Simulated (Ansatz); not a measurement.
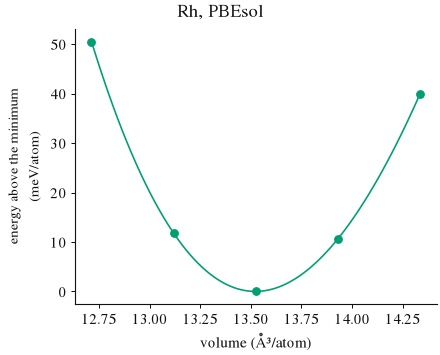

Plotted: energy above the minimum against volume for Rh, space group P6_3/mmc (No. 194).

Starting cell:
```yaml
crystal:
  lattice:
    - [2.67543, 0.00000, 0.00000]
    - [-1.33772, 2.31699, 0.00000]
    - [0.00000, 0.00000, 8.72714]
  atoms:
    - { symbol: Rh, position: [0.00000, 0.00000, 0.00000] }
    - { symbol: Rh, position: [0.33333, 0.66667, 0.25000] }
    - { symbol: Rh, position: [0.00000, 0.00000, 0.50000] }
    - { symbol: Rh, position: [0.66667, 0.33333, 0.75000] }
```

Computed with Ansatz 0.2.0: third-order Birch-Murnaghan fit to density functional energies at scaled volumes of the given relaxed cell, shape and atoms relaxed at each volume; energies count from the fitted minimum; plane waves with PAW datasets, Γ-centred k mesh. Level: PBEsol, no spin polarisation.

```tsv
setting	value
wave cutoff	420 eV
k mesh	18×18×6
occupations	Gaussian
smearing width	0.1 eV
```

From this curve and the settings, what does the calculation give for the pressure at the same points?

The pressure falls from 21.34 GPa at volume 12.713 Å³/atom to −14.75 GPa at 14.336 Å³/atom, and changes sign near 13.53 Å³/atom.

```json
{"volume (Å³/atom)": "12.713", "pressure (GPa)": "21.34"}
{"volume (Å³/atom)": "13.119", "pressure (GPa)": "9.71"}
{"volume (Å³/atom)": "13.525", "pressure (GPa)": "0.01"}
{"volume (Å³/atom)": "13.931", "pressure (GPa)": "-8.05"}
{"volume (Å³/atom)": "14.336", "pressure (GPa)": "-14.75"}
```
